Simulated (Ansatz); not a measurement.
A series of calculations on TaN

Part 1: Relaxation

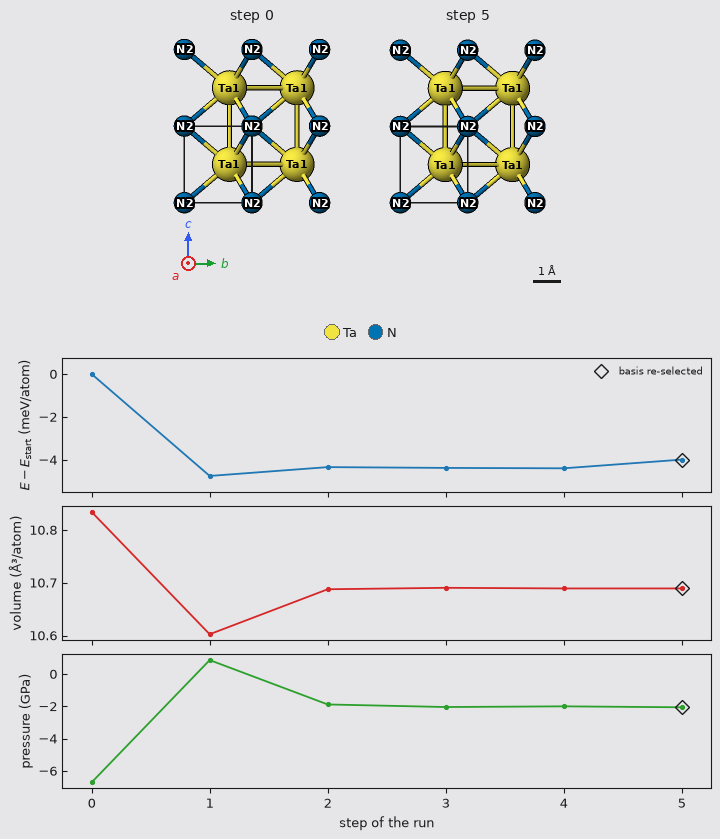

First and last geometry of a relaxation of crystalline TaN (set up in P-6m2), with the history of the run. A ball-and-stick model of the cell of the calculation, repeated 1 × 2 × 2 with one cell outlined, seen along the a axis.

Case: relaxed at -2 GPa.

Theory: Ansatz, DFT PBEsol, scalar-relativistic, plane waves, PAW.

The input:
```yaml
crystal:
  lattice:
    - [2.9427846677, 0.0, 0.0]
    - [-1.4713923339, 2.5485262801, 0.0]
    - [0.0, 0.0, 2.8891808972]
  atoms:
    - { symbol: Ta, position: [0.3333333333, 0.6666666667, 0.5] }
    - { symbol: "N", position: [0.0, 0.0, 0.0] }
basis:
  ecutwfc: 420
kpoints:
  mp_grid: { grid: [18, 18, 14] }
hamiltonian:
  xc: pbesol
scf:
  occupations: { method: gaussian, width: 0.1 }
output:
  forces: true
  stress: true
  eigenvalues: true
relax:
  adjacent_minimum: "off"
  f_tol: 0.008
  max_steps: 50
  cell: { stress_tol: 0.08, p_target: -2.0 }
```

Command:
```bash
ansatz run input.yaml --threads 1 --pin off --max-ram 2560MiB --backend cpu --events-out ev --progress --plain --runs-dir out
```

> Read the history and describe the run.

It converged. After 4 accepted moves (5 points after the start) the energy has fallen by 4.0 meV per atom. With the target pressure of -2 GPa, the enthalpy E + pV changes by −2.2 meV per atom. All forces vanish by symmetry, so only the cell relaxes. Pressure: −6.71 GPa at the start and −2.06 GPa at the end. At 1 point the geometry stayed and the basis and grid were re-selected for the new cell (energy shift of 0.4 meV per atom at most each time). The atoms keep their places relative to the cell (all moves are under 0.005 Å). The drawn cell changes as follows: a = b 2.943 → 2.930 Å (−0.4 %), c 2.889 → 2.876 Å (−0.5 %); the volume changes by −1.3 %. Near-neighbour distances that change, for instance: Ta1–Ta1 2.889 → 2.876 Å, Ta1–Ta1 (another image) 2.943 → 2.930 Å, Ta1–N2 2.230 → 2.220 Å. The space group stays P-6m2 (No. 187).

Part 2: Relaxation

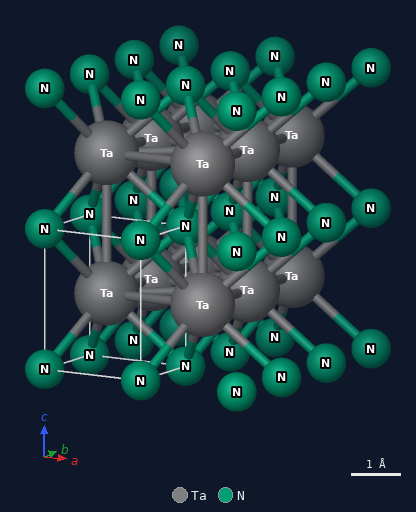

This is the input geometry for a relaxation of a crystal of TaN (set up in P-6m2). The picture is a ball-and-stick view of the cell of the calculation, repeated 2 × 3 × 2 with one cell outlined, seen slightly off an axis.

These are results of DFT PBEsol, scalar-relativistic, plane waves, PAW (Ansatz 0.2.0), not measurements.

Input file:
```yaml
crystal:
  lattice:
    - [2.9379988584, 0.0, 0.0]
    - [-1.4689994292, 2.5443816477, 0.0]
    - [0.0, 0.0, 2.883]
  atoms:
    - { symbol: Ta, position: [0.3333333333, 0.6666666667, 0.5] }
    - { symbol: "N", position: [0.0, 0.0, 0.0] }
basis:
  ecutwfc: 420
kpoints:
  mp_grid: { grid: [18, 18, 14] }
hamiltonian:
  xc: pbesol
scf:
  occupations: { method: gaussian, width: 0.1 }
output:
  forces: true
  stress: true
  eigenvalues: true
relax:
  adjacent_minimum: "off"
  f_tol: 0.005
  max_steps: 80
  cell: { stress_tol: 0.05 }
```

Command:
```bash
ansatz run input.yaml --threads 1 --pin off --max-ram 2560MiB --backend cpu --events-out ev --progress --plain --runs-dir out
```

What does the optimiser find from here?

No atom moves by more than 0.005 Å relative to the cell. Cell: a = b 2.938 → 2.924 Å (−0.5 %), c 2.883 → 2.871 Å (−0.4 %). Volume −1.4 %. Some distances before and after: Ta1–Ta1 2.938 → 2.924 Å, Ta1–Ta1 (another image) 2.883 → 2.871 Å, Ta1–N2 2.226 → 2.216 Å. The space group stays P-6m2 (No. 187). The energy falls by 2.3 meV per atom in 4 accepted moves (6 points after the start). All forces vanish by symmetry, so only the cell relaxes. The pressure goes from −4.87 to 0.00 GPa. The SCF was repeated twice at an unchanged geometry on a basis and grid sized afresh for the cell, which shifted the energy by 0.4 meV per atom at most.

Part 3: A change

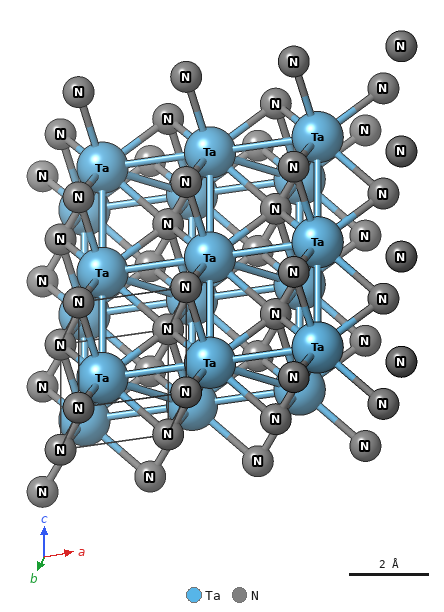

This is a crystal of TaN (set up in P-6m2). The picture is a ball-and-stick view of the cell of the calculation, repeated 3 × 2 × 3 with one cell outlined, seen from a free direction.

Level of theory: DFT PBEsol, scalar-relativistic, plane waves, PAW in Ansatz 0.2.0. Set-up: plane-wave cutoff 420 eV; k-point mesh 18 × 18 × 14; occupations gaussian; smearing width 0.1 eV; no spin polarisation.

Change: The crystal is put under a hydrostatic pressure of 10 GPa. Cell and atoms are relaxed at that pressure.

Predict the response.

Answer. It costs 8.3 meV per atom. Pressure: 0.0 GPa before, 10.0 GPa after. The volume changes by −2.6 %, with a = b 2.924 → 2.897 Å (−0.9 %), c 2.871 → 2.849 Å (−0.8 %). The atoms keep their places relative to the cell (all moves are under 0.005 Å). Some distances before and after: Ta–Ta 2.924 → 2.897 Å, Ta–Ta 2.871 → 2.849 Å, N–Ta 2.216 → 2.197 Å. The space group stays P-6m2 (No. 187).

Part 4: Series

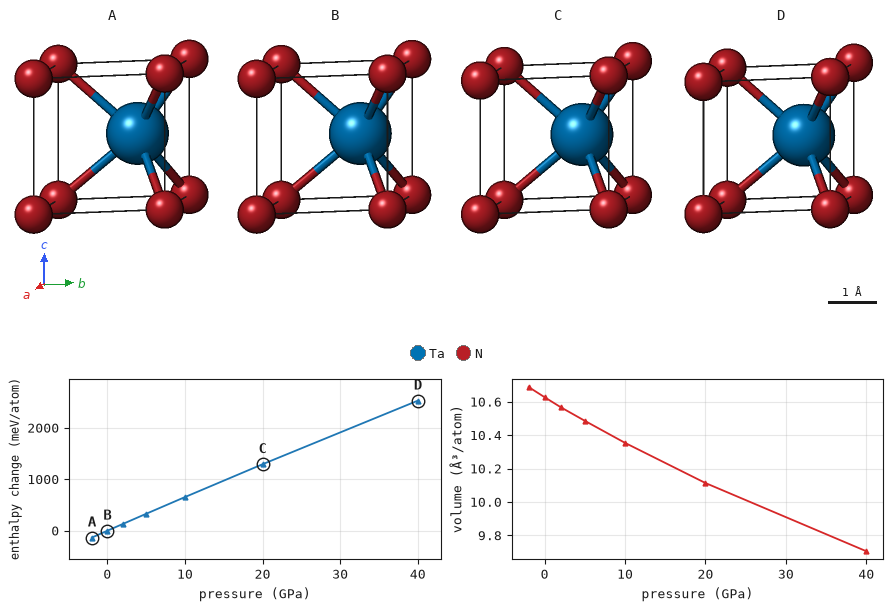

Members of a series of calculations on solid TaN (set up in P-6m2), marked on the first curve. The picture is a ball-and-stick view of the cell of the calculation, seen slightly off an axis.

Computed with DFT PBEsol, scalar-relativistic, plane waves, PAW (Ansatz 0.2.0). (plane-wave cutoff 420 eV; k-point mesh 18 × 18 × 14; occupations gaussian; smearing width 0.1 eV; no spin polarisation)

Q: How does the crystal respond to pressure?

A: The structure is relaxed at several pressures. A (pressure −2.0 GPa): enthalpy change −133 meV/atom, volume 10.69 Å³ per atom. B (pressure 0.0 GPa): enthalpy change 0.0 meV/atom, volume 10.63 Å³ per atom. C (pressure 20.0 GPa): enthalpy change 1293 meV/atom, volume 10.11 Å³ per atom. D (pressure 40.0 GPa): enthalpy change 2529 meV/atom, volume 9.71 Å³ per atom. The rest compares A with D. Cell: a = b 2.930 → 2.831 Å (−3.4 %), c 2.876 → 2.796 Å (−2.8 %). Volume −9.2 %. Near-neighbour distances before and after: Ta–Ta 2.930 → 2.831 Å, Ta–Ta 2.876 → 2.796 Å, N–Ta 2.220 → 2.151 Å.
